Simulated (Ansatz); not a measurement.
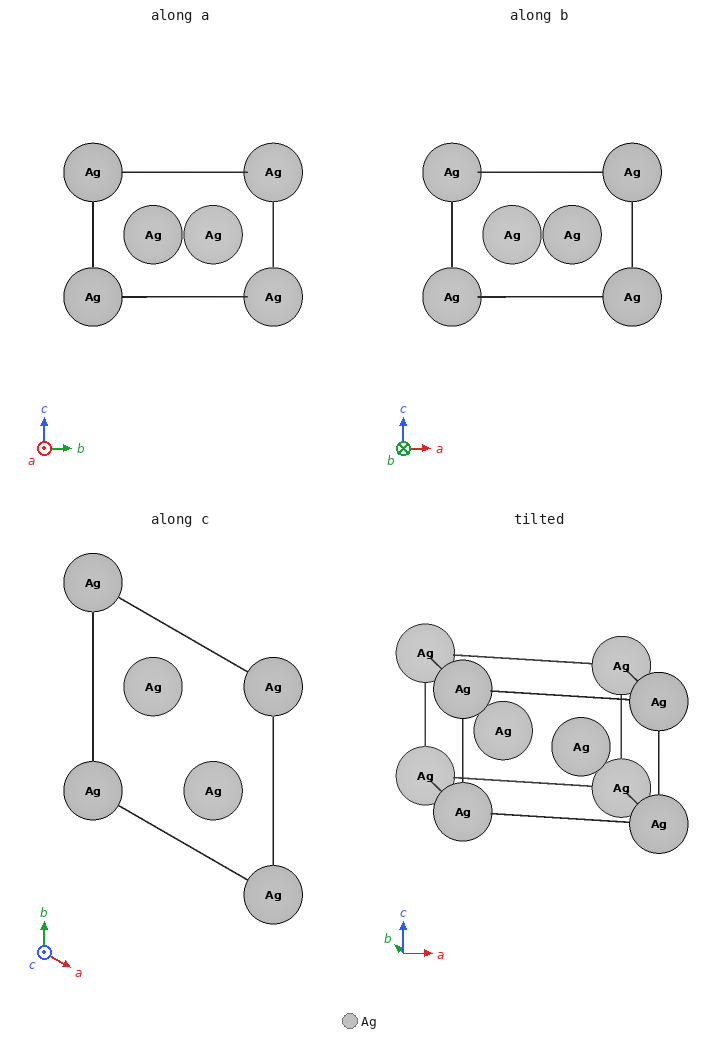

An orthographic spheres-only view of the structure, along the a axis, along the b axis, along the c axis and slightly off an axis. One conventional unit cell is framed, with atoms on its boundary repeated.

Lattice parameters: a = 4.676 Å, b = 4.676 Å, c = 2.798 Å, α = 90.00°, β = 90.00°, γ = 120.00°. Put a along x and b in the xy plane.

> Convert the drawing into a POSCAR file.

```
Ag
1.0
     4.676    0.000    0.000
    -2.338    4.050    0.000
     0.000    0.000    2.798
Ag
3
Direct
  0.0000 0.0000 0.0000
  0.3333 0.6667 0.5000
  0.6667 0.3333 0.5000
```

Origin of the cell: a structure type filled with this element by a generator (whether the element takes this form wasn't checked). Earlier steps of the study may have refined or changed the cell and positions. Ansatz was used for an electronic-structure calculation on it.
